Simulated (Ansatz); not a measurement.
**How SiC (Moissanite) absorbs and reflects light**

What colour and refractive index does SiC (Moissanite) have at this level of theory?

Main program and level: Ansatz 0.2.0; DFT, PBE, plane-wave PAW, default files, scalar-relativistic, independent-particle optical response without local fields.

### 1. Starting point

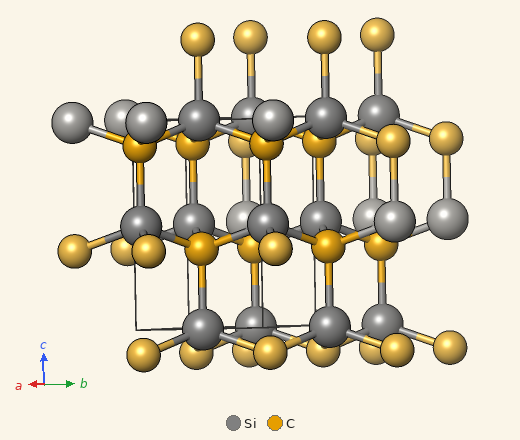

The cell as given, slightly off an axis (silicon grey, carbon orange). 2×2×1 cells are drawn. Some periodic images of atoms are drawn too.

### 2. Ground state and bands

First the ground state: is it a metal or has it a gap?

This step: DFT, PBE, plane-wave PAW, default files, scalar-relativistic, ground state (Ansatz 0.2.0).

Input file input.yaml:

```yaml
crystal:
  lattice:
    - [3.076, 0.0, 0.0]
    - [-1.538, 2.663894142, 0.0]
    - [0.0, 0.0, 5.048]
  atoms:
    - { symbol: Si, position: [0.6666666667, 0.3333333333, 0.5] }
    - { symbol: Si, position: [0.3333333333, 0.6666666667, 0.0] }
    - { symbol: C, position: [0.6666666667, 0.3333333333, 0.885] }
    - { symbol: C, position: [0.3333333333, 0.6666666667, 0.385] }
kpoints:
  mp_grid: { grid: [8, 8, 5] }
  band_path:
    path:
      - [[0.0, 0.0, 0.0], [0.5, 0.0, 0.0], [0.33333333, 0.33333333, 0.0], [0.0, 0.0, 0.0], [0.0, 0.0, 0.5], [0.5, 0.0, 0.5], [0.33333333, 0.33333333, 0.5], [0.0, 0.0, 0.5]]
      - [[0.5, 0.0, 0.5], [0.5, 0.0, 0.0]]
      - [[0.33333333, 0.33333333, 0.0], [0.33333333, 0.33333333, 0.5]]
    npoints: 6
scf:
  occupations: { method: fermi_dirac, width: 0.05 }
  n_extra_bands: 8
hamiltonian:
  xc: pbe
  pseudopotentials: { kind: paw }
output:
  forces: true
  stress: true
  populations: true
  write_bands: true
  write_density: true
  write_potential: true
  elf: true
  volumetric_format: npy
```

Launch:

```
ansatz run input.yaml --threads 4 --pin off --max-ram 8192MiB --backend cpu --events-out ev --progress --plain --runs-dir out
```

Numbers of over 12 decimals in the logs are rounded to 6 here.

The program printed:

```text
scf.n_extra_bands = 8 over 8 filled bands (N_el = 16.0): the run solves 16 bands
Engine: ansatz 0.2.0, aarch64-unknown-linux-gnu
Pseudopotentials: kind: paw
Pseudopotential: Si, paw, valence charge 4, recommended cutoff 420 eV (normal), Si.paw.azcp
Pseudopotential: C, paw, valence charge 4, recommended cutoff 420 eV (normal), C.paw.azcp
Functional definition: PBE
  parameter kappa = 0.804
  parameter beta = 0.066725
  exchange = pbe_x(kappa = kappa, mu = beta*pi^2/3)
  correlation = pbe_c(beta = beta)
Crystal: 4 atoms, lattice volume = 41.364 Å³
Basis set: ecut = 420 eV, 785 PW (Γ), exchange–correlation on 48×48×72 points (8 copies of the dense FFT grid, shifted against one another)
Bands: 16, of which v1, the nominal top of the filled ones, is band 8 counted from 1 (7 counted from 0)
Symmetry: 12 space group operations
Space group: P63mc (ITA 186), of the structure as read, at distance tolerance 3.5e-5 Å
k-points: 30 of 320 (time reversal used)
Non-local potential: Si, projectors of the file, l = 0: 2, l = 1: 2, l = 2: 2
Non-local potential: C, projectors of the file, l = 0: 2, l = 1: 2, l = 2: 1
PAW form: soft (Blöchl's): semilocal exchange-correlation on the pseudo side does not see the compensation charge
PAW one-centre angular grid: Si, 110 points (default); XC on 64 Gauss nodes
PAW one-centre angular grid: C, 110 points (default); XC on 64 Gauss nodes
Initial density: superposition of atomic densities (neutral atoms: chi_scale 0, normalization atom), corrected by the library's trained network
Initial wavefunctions: pseudopotential atomic-orbital guess
Functional: x = pbe(κ = 0.804, μ = 0.219515), c = pbe(β = 0.066725)
SCF iter   1: F=—  HF=-1774.264871 eV  |F-HF|=—  |Δ(HF+E_count)|=         —  Δρ=2.42e-3  dr2=2.57e-3  ethr=1.77e-3  ⟨swp⟩=5.3  Hψ=2844  notcnv=0  defer=1
preconditioner: auto → none  [insulator: Δε(μ)=2.555 eV  Ē_g=14.030 eV  σ=0.050 eV  W_gap=1.00  n_scr=2 (ndim 8)  ℏωp=23.1 eV  f_vac=0.000  D(μ)=0.00/eV (n_scr^D=0)  ε∞_Penn≈3.7]
SCF iter   2: F=—  HF=-1774.264830 eV  |F-HF|=—  |Δ(HF+E_count)|=   4.07e-5  Δρ=7.81e-4  dr2=2.09e-4  ethr=1.61e-5  ⟨swp⟩=2.0  Hψ=818  notcnv=0  defer=39
SCF iter   3: F=—  HF=-1774.264901 eV  |F-HF|=—  |Δ(HF+E_count)|=   7.03e-5  Δρ=1.80e-4  dr2=7.32e-6  ethr=1.31e-6  ⟨swp⟩=2.5  Hψ=661  notcnv=0  defer=39
SCF iter   4: F=—  HF=-1774.264894 eV  |F-HF|=—  |Δ(HF+E_count)|=   6.57e-6  Δρ=1.84e-5  dr2=7.59e-8  ethr=4.57e-8  ⟨swp⟩=2.1  Hψ=619  notcnv=0  defer=39
iter 5 did not close the SCF: its close was put off for the readings that it lacked (scf_convergence_deferred on its scf_iter line)
SCF iter   5: F=-1774.264894 eV  HF=-1774.264894 eV  |F-HF|=1.28e-9  |Δ(HF+E_count)|=   7.87e-8  Δρ=2.62e-6  dr2=1.82e-9  ethr=4.75e-10  ⟨swp⟩=2.0  Hψ=639  notcnv=0  defer=39
SCF iter   6: F=-1774.264894 eV  HF=-1774.264894 eV  |F-HF|=1.64e-11  |Δ(HF+E_count)|=   1.80e-9  Δρ=5.79e-7  dr2=1.26e-10  ethr=1.14e-11  ⟨swp⟩=8.8  Hψ=2718  notcnv=0
SCF 1 converged in 6 iterations: F = -1774.264894 eV  dr2 = 1.26e-10
  greatest PAW one-centre occupation: 0.646 electrons in one spin orbital (limit 2), on the C atom at site 3 (counted from 0), in its partial waves of l = 0
NSCF: frozen V_eff on 57 k-points
SCF converged after 6 iterations
Free energy (F): -1774.264894 eV
Harris-Foulkes:  -1774.264894 eV  (|F-HF|=1.64e-11)
Internal energy: -1774.264894 eV  (E = F + TS)
E sigma→0 (E₀):  -1774.264894 eV
Fermi energy:    11.023662 eV
--- Per-component energies (eV) ---
  E_band       = 57.488881
  E_kinetic    = 271.768752
  E_local      = -211.055093  (includes V_loc(G=0)·N_el)
  E_nonlocal   = 103.692900
  E_hartree    = 65.209494
  E_xc         = -211.132700
  E_vxc        = -218.905107  (∫ρ·V_xc dr)
  E_paw        = -1224.177390  (= ΣΔE_a)
  E_vpaw       = -18.431496  (= ΣTr[D̂ρ^β])
  E_aug_tail   = 0.000028  (compensation charges beyond the density's cutoff)
  E_ewald      = -568.570884
  E_smearing   = -0.000000  (= −TS)
  E_closure    = 0.000000  (closes the sum)
  Σ components = -1774.264894   (vs F -1774.264894, Δ=0.00e0)
--- Forces (eV/Å), atoms counted from 1 ---
  atom   1  Si    -0.00000000     0.00000000     0.75191821
  atom   2  Si     0.00000000    -0.00000000     0.75191821
  atom   3  C     -0.00000000     0.00000000    -0.75192691
  atom   4  C      0.00000000    -0.00000000    -0.75192691
  max |Σ_I F_I| component: 1.74e-5 eV/Å
--- Stress (GPa, compression-positive) ---
        5.319925       0.000000       0.000000
        0.000000       5.319925       0.000000
        0.000000       0.000000       0.442761
  P = ⅓ Tr σ = 3.6942 GPa (36.942 kbar)
--- Band table (eV; the first three rows and the last of 30) ---
  k-point 0: bands = [... 4 lower, 8.2273, 9.5073, 9.5073, 9.7841, 14.4016, 15.7946, 16.2904, 16.2904, ... 4 higher]
  k-point 1: bands = [... 4 lower, 8.3335, 8.7103, 9.3663, 9.3663, 14.5816, 16.3595, 16.3595, 16.5982, ... 4 higher]
  k-point 2: bands = [... 4 lower, 8.6253, 8.6253, 9.0183, 9.0183, 15.1089, 15.9268, 16.6739, 16.6739, ... 4 higher]
  k-point 29: bands = [... 4 lower, 3.9766, 4.7468, 7.5481, 7.9827, 14.1410, 14.9451, 15.4556, 16.5468, ... 4 higher]
--- Löwdin populations: 4 sites ---
  site symbol       q [e]
     0     Si      2.9209
     1     Si      2.9209
     2      C      4.9992
     3      C      4.9992
  spilling = 0.009978 (of n_electrons = 16.000000)
```

The job ended after 0.96 s (4 threads of Arm Neoverse V2, shared host; peak memory 0.45 GiB).

This step gave:

* free energy: -1774.2649 eV
* Fermi energy: 11.02 eV
* gap by band count: 2.580 eV
* electrons: 16
* symmetry operations: 12
* pressure: 3.694 GPa
* gap on the k-mesh: 2.580 eV
* volume: 41.36 Å³
* gap on the path: 2.325 eV
* least direct gap on the path: 4.079 eV

There is a gap, 2.32 eV on the path, so no carriers' term is needed. The cell is left with a pressure of 3.7 GPa and forces up to 0.75 eV/Å, as it stands unrelaxed at this level.

Electronic bands along the path, in eV, zero at the Fermi level; v1 is the highest filled band, c1 the lowest empty one:

| point | v4 | v3 | v2 | v1 | c1 | c2 | c3 | c4 |
| --- | --- | --- | --- | --- | --- | --- | --- | --- |
| Γ | -2.80 | -1.52 | -1.52 | -1.24 | 3.38 | 4.77 | 5.27 | 5.27 |
| M | -6.67 | -4.78 | -4.50 | -2.73 | 1.35 | 2.96 | 5.50 | 5.96 |
| K | -7.74 | -5.36 | -5.28 | -5.28 | 1.08 | 6.74 | 7.40 | 7.40 |
| Γ | -2.80 | -1.52 | -1.52 | -1.24 | 3.38 | 4.77 | 5.27 | 5.27 |
| A | -2.21 | -2.21 | -2.21 | -2.21 | 4.46 | 4.46 | 5.93 | 5.93 |
| L | -3.93 | -3.93 | -3.58 | -3.58 | 1.93 | 1.93 | 3.76 | 3.76 |
| H | -7.09 | -7.09 | -2.99 | -2.99 | 3.57 | 3.57 | 4.73 | 4.73 |
| A | -2.21 | -2.21 | -2.21 | -2.21 | 4.46 | 4.46 | 5.93 | 5.93 |
| jump to L | -3.93 | -3.93 | -3.58 | -3.58 | 1.93 | 1.93 | 3.76 | 3.76 |
| M | -6.67 | -4.78 | -4.50 | -2.73 | 1.35 | 2.96 | 5.50 | 5.96 |
| jump to K | -7.74 | -5.36 | -5.28 | -5.28 | 1.08 | 6.74 | 7.40 | 7.40 |
| H | -7.09 | -7.09 | -2.99 | -2.99 | 3.57 | 3.57 | 4.73 | 4.73 |

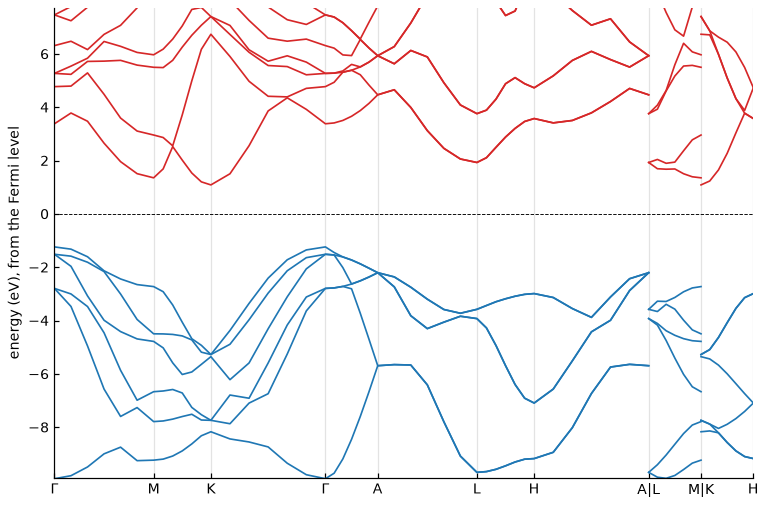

Electronic bands along the path; lines of filled and empty bands in two colours.

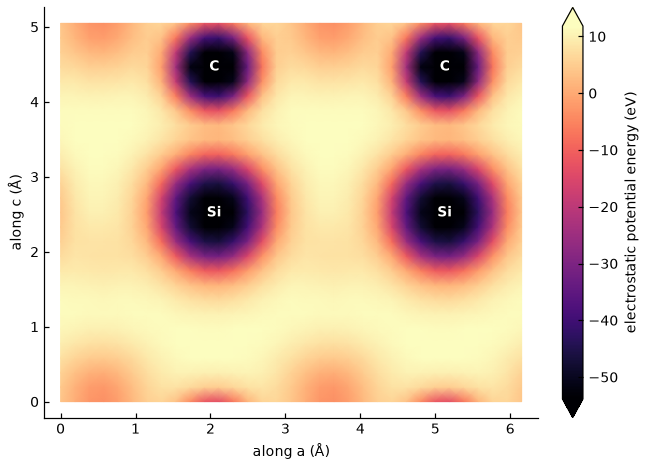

Electrostatic potential energy in the ac plane at fractional y = 0.333, with atoms of Si and C within 0.2 Å of it. With pseudopotentials it is smooth inside the atoms' cores, unlike the true potential.

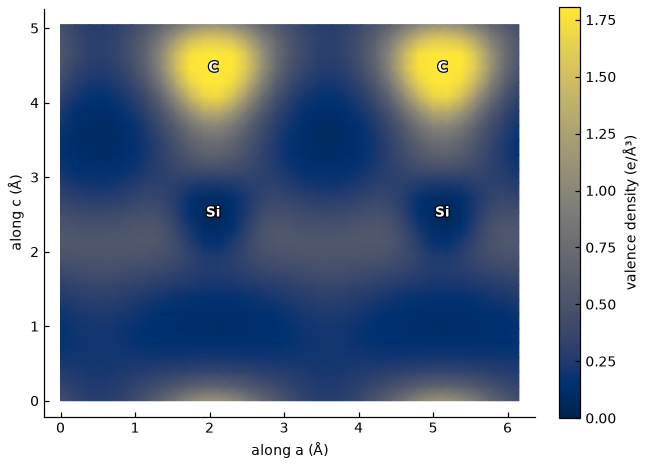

Valence density in the ac plane at fractional y = 0.333, with atoms of Si and C within 0.2 Å of it. It is the smooth field of the valence electrons, not physical close to the nuclei.

### 3. Spectrum

The spectrum is a sum over vertical transitions between filled and empty bands at the fixed density, so many empty bands are needed.

This step: DFT, PBE, plane-wave PAW, default files, scalar-relativistic, independent-particle optical response without local fields (Ansatz 0.2.0).

input.yaml, the sections that differ from step 2:

```yaml
kpoints:
  mp_grid: { grid: [8, 8, 5] }
scf:
  occupations: { method: fixed }
output:
  optics:
    e_range: [0, 20]
    de: 0.05
    sigma: 0.15
    nscf_kmesh: { grid: [12, 12, 5] }
    bands: { spectra_wanted_up_to: 20 }
# crystal, hamiltonian: as in step 2
```

The program printed:

```text
[...]
Crystal: 4 atoms, lattice volume = 41.364 Å³
Basis set: ecut = 420 eV, 785 PW (Γ)
Bands: 12, of which v1, the nominal top of the filled ones, is band 8 counted from 1 (7 counted from 0)
Symmetry: 12 space group operations
[...]
k-points: 30 of 320 (time reversal used)
[...]
SCF iter   1: F=—  HF=-1774.264978 eV  |F-HF|=—  |Δ(HF+E_count)|=         —  Δρ=2.40e-3  dr2=2.54e-3  ethr=1.77e-3  ⟨swp⟩=4.5  Hψ=2087  notcnv=0  defer=57
[...]
SCF iter   7: F=-1774.264962 eV  HF=-1774.264962 eV  |F-HF|=8.19e-12  |Δ(HF+E_count)|=  1.79e-10  Δρ=1.20e-7  dr2=3.60e-12  ethr=1.00e-12  ⟨swp⟩=4.5  Hψ=1553  notcnv=0
SCF 1 converged in 7 iterations: F = -1774.264962 eV  dr2 = 3.60e-12
[...]
NSCF: frozen V_eff on 57 k-points
[...]
output.optics: what the bands over the 31 summed would add to eps1, eps2 and the energy-loss function is held between a lower and an upper bound (8 Lanczos steps). eps1, eps2 and their loss function (loss_summed_bands) are given on every row as the summed bands alone make them. Along an axis, on a row where the two bounds hold the loss function to about 1 % of the greater of itself and 0.5 % of |1/eps|, its cell (loss_completed) is given, with the completed eps1 and eps2 that it is formed of (a cell that is left empty reads nan in the table and null in the record). The two bounds hold it so along every axis on all 401 rows up to 20.000 eV. [rest of the remark cut]
SCF converged after 7 iterations
Free energy (F): -1774.264962 eV
[...]
Internal energy: -1774.264962 eV  (E = F + TS)
E sigma→0 (E₀):  -1774.264962 eV
Fermi energy:    9.784197 eV
[...]
--- Band table (eV; the first three rows and the last of 30) ---
  k-point 0: bands = [... 4 lower, 8.2273, 9.5073, 9.5073, 9.7842, 14.4016, 15.7946, 16.2903, 16.2903]
  k-point 1: bands = [... 4 lower, 8.3335, 8.7104, 9.3663, 9.3663, 14.5817, 16.3595, 16.3595, 16.5982]
  k-point 2: bands = [... 4 lower, 8.6253, 8.6253, 9.0183, 9.0183, 15.1089, 15.9268, 16.6739, 16.6739]
  k-point 29: bands = [... 4 lower, 3.9767, 4.7468, 7.5481, 7.9827, 14.1410, 14.9451, 15.4556, 16.5468]
```

It took 14 s on 4 threads; peak memory 0.73 GiB.

Numbers from this step:

```
electronic dielectric constant ε∞, mean over x, y and z (by symmetry where fewer were run) : 7.294
absorption onset, first axis (α over 10⁴ cm⁻¹, or the direct gap if that lies higher)      : 4.648 eV
main peak of Im epsilon, first axis                                                        : 6.484 eV
least direct gap on the mesh                                                               : 4.079 eV
bands summed                                                                               : 31
spectra valid up to                                                                        : 27.31 eV
program's estimate of the k-sum error in Im epsilon                                        : 0.05 %
electrons in the f-sum                                                                     : 13.55
```

The Im ε has structure finer than the step of the table below, so its rows give means over 2 eV, whole bins alone (the curve runs from 0 to 20 eV). Peaks (eV: height): E ∥ x or y 6.5: 21.6; E ∥ z 6.5: 21.3, 7.4: 18.6.

Im ε against photon energy; means over each step:

| photon energy (eV) | E ∥ x or y | E ∥ z |
| --- | --- | --- |
| 2 | 0 | 0 |
| 4 | 0.137 | 0.868 |
| 6 | 12.7 | 14.8 |
| 8 | 12.6 | 12.6 |
| 10 | 6.38 | 5.38 |
| 12 | 2.91 | 2.75 |
| 14 | 1.48 | 1.36 |
| 16 | 0.783 | 0.713 |
| 18 | 0.436 | 0.448 |

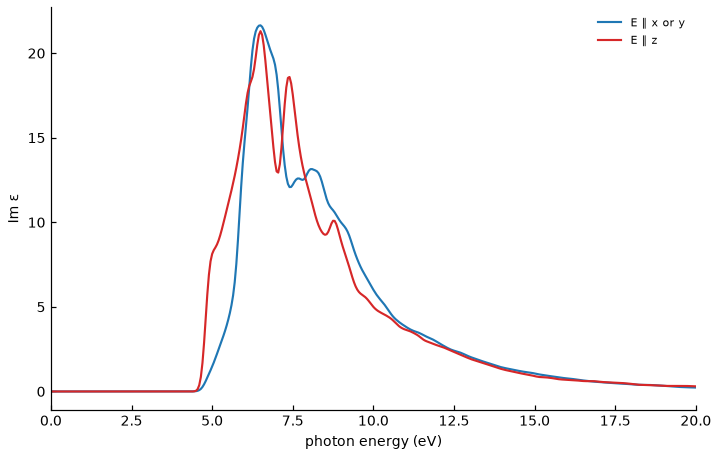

Im ε against photon energy.

Re ε against photon energy:

| photon energy (eV) | E ∥ x or y | E ∥ z |
| --- | --- | --- |
| 0 | 7.11 | 7.67 |
| 2 | 7.60 | 8.29 |
| 4 | 9.99 | 11.7 |
| 6 | 20.0 | 14.1 |
| 8 | 0.206 | -4.19 |
| 10 | -4.67 | -4.15 |
| 12 | -3.11 | -2.88 |
| 14 | -2.09 | -2.06 |
| 16 | -1.30 | -1.16 |
| 18 | -0.727 | -0.688 |
| 20 | -0.305 | -0.267 |

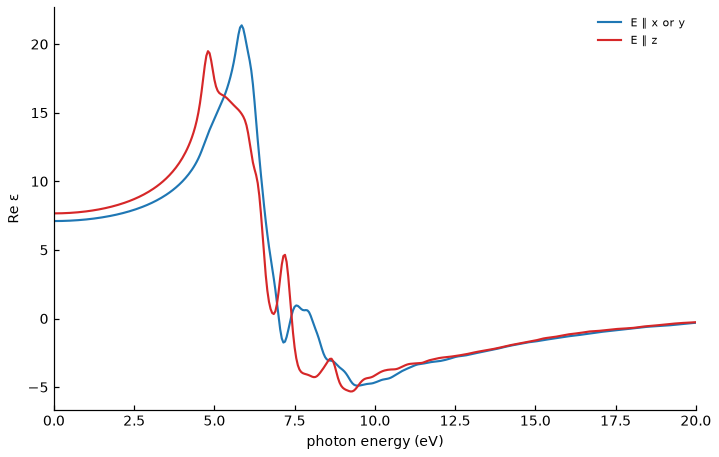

Re ε against photon energy.

Table of loss function −Im 1/ε at q → 0 by energy loss; read off at these points:

| energy loss (eV) | E ∥ x or y | E ∥ z |
| --- | --- | --- |
| 4 | 0 | 0 |
| 6 | 0.0239 | 0.0351 |
| 8 | 0.0766 | 0.0750 |
| 10 | 0.104 | 0.118 |
| 12 | 0.161 | 0.173 |
| 14 | 0.222 | 0.221 |
| 16 | 0.338 | 0.379 |
| 18 | 0.598 | 0.664 |
| 20 | 1.58 | 1.86 |

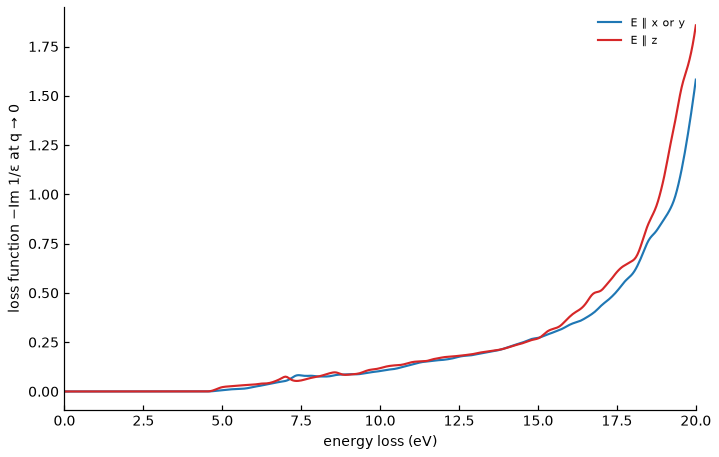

Loss function −Im 1/ε at q → 0 against energy loss.

Refractive index n and extinction k against photon energy:

| photon energy (eV) | n, E ∥ x or y | k, E ∥ x or y | n, E ∥ z | k, E ∥ z |
| --- | --- | --- | --- | --- |
| 0.0 | 2.67 | 0 | 2.77 | 0 |
| 2.5 | 2.82 | 0 | 2.95 | 0 |
| 5.0 | 3.82 | 0.193 | 4.28 | 0.950 |
| 7.5 | 2.56 | 2.39 | 2.79 | 3.15 |
| 10.0 | 1.21 | 2.48 | 1.08 | 2.31 |
| 12.5 | 0.669 | 1.80 | 0.657 | 1.78 |
| 15.0 | 0.394 | 1.35 | 0.347 | 1.31 |
| 17.5 | 0.254 | 0.956 | 0.282 | 0.919 |
| 20.0 | 0.198 | 0.586 | 0.263 | 0.580 |

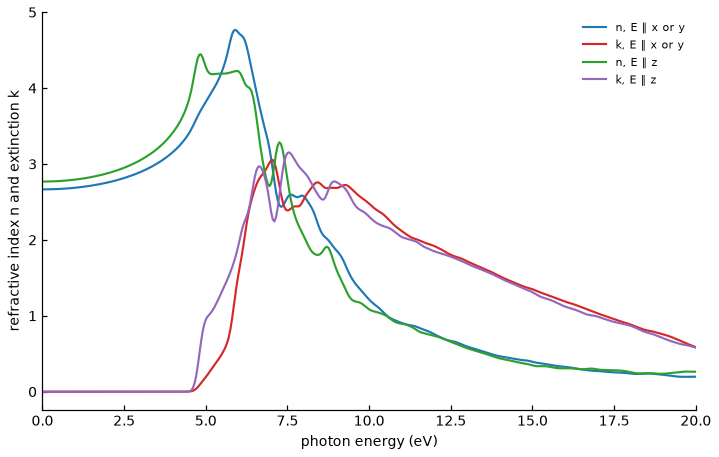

Refractive index n and extinction k against photon energy.

The reflectivity at normal incidence has structure finer than the step of the table below, so its rows give means over 1 eV, whole bins alone (the curve runs from 0 to 20 eV). Peaks (eV: height): E ∥ x or y 7.0: 52.7, 16.8: 59.9; E ∥ z 6.6: 51.7, 7.6: 54.6, 15.1: 60.8.

Reflectivity at normal incidence against photon energy; means over each step:

| photon energy (eV) | E ∥ x or y (%) | E ∥ z (%) |
| --- | --- | --- |
| 1 | 21.0 | 22.4 |
| 2 | 21.9 | 23.5 |
| 3 | 23.7 | 25.7 |
| 4 | 27.1 | 30.3 |
| 5 | 34.3 | 39.8 |
| 6 | 45.7 | 45.5 |
| 7 | 50.0 | 48.8 |
| 8 | 47.0 | 53.2 |
| 9 | 52.3 | 54.2 |
| 10 | 55.9 | 54.9 |
| 11 | 55.3 | 54.2 |
| 12 | 55.2 | 54.6 |
| 13 | 56.5 | 56.8 |
| 14 | 58.0 | 59.1 |
| 15 | 58.1 | 60.0 |
| 16 | 59.0 | 58.6 |
| 17 | 59.5 | 55.6 |
| 18 | 58.3 | 55.5 |
| 19 | 57.1 | 52.5 |

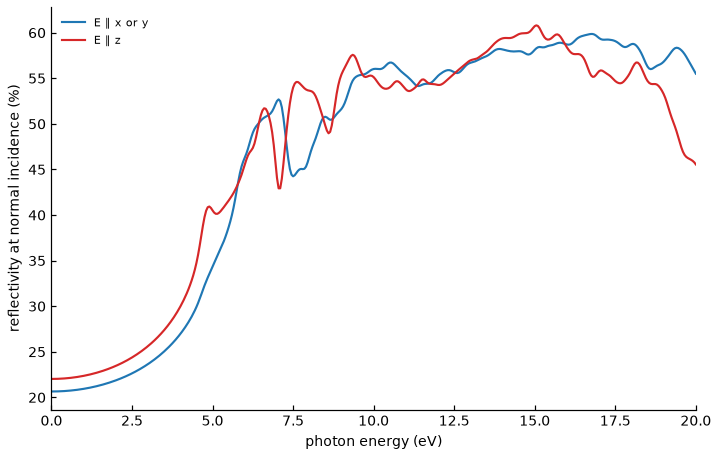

Reflectivity at normal incidence against photon energy.

Optical constants at common wavelengths, from n + ik = √ε:

| wavelength (nm) | n xy | k xy | R (%) xy | 1/α xy | n z | k z | R (%) z | 1/α z |
| --- | --- | --- | --- | --- | --- | --- | --- | --- |
| 1550 | 2.68 | 0.000 | 20.8 | over 1 mm | 2.79 | 0.000 | 22.2 | over 1 mm |
| 800 | 2.72 | 0.000 | 21.4 | over 1 mm | 2.83 | 0.000 | 22.9 | over 1 mm |
| 633 | 2.75 | 0.000 | 21.8 | over 1 mm | 2.87 | 0.000 | 23.4 | over 1 mm |
| 532 | 2.79 | 0.000 | 22.4 | over 1 mm | 2.92 | 0.000 | 24.0 | over 1 mm |
| 365 | 2.98 | 0.000 | 24.7 | over 1 mm | 3.16 | 0.000 | 27.0 | over 1 mm |
| 248 | 3.82 | 0.193 | 34.3 | 102 nm | 4.28 | 0.949 | 40.5 | 21 nm |
| 193 | 4.21 | 2.564 | 50.0 | 6.0 nm | 3.92 | 2.651 | 49.8 | 5.8 nm |

Rows near the edge hang on the gap, which this functional as a rule makes too small, and phonon-assisted absorption is left out.

A film 1 µm thick would pass 63 % of daylight and look colourless, dimmed by reflection in transmission (x = 0.315, y = 0.331).

At 1064 nm the birefringence n(z) − n(x) is +0.109: the crystal is uniaxial positive at this level.

The f-sum over the summed bands holds 13.5 of the cell's 16 electrons outside the frozen cores, 2 of which lie in bands more than 12 eV below the Fermi level, whose transitions come at higher energies. Up to 20 eV the strength has a mean oscillator energy of 8.3 eV, well above the main peak, so higher transitions carry much of it.

(Part 1 of 2 ends here.)

[Logs are printed without paths, hosts, clocks, repeated set-up lines and the standing remarks that a program may print on its own settings, such as how far it seeks lower states.]

[Hosts, paths, dates, database ids (printed as entryN), source tags and the programs' standing remarks are cut or masked in the printed files.]
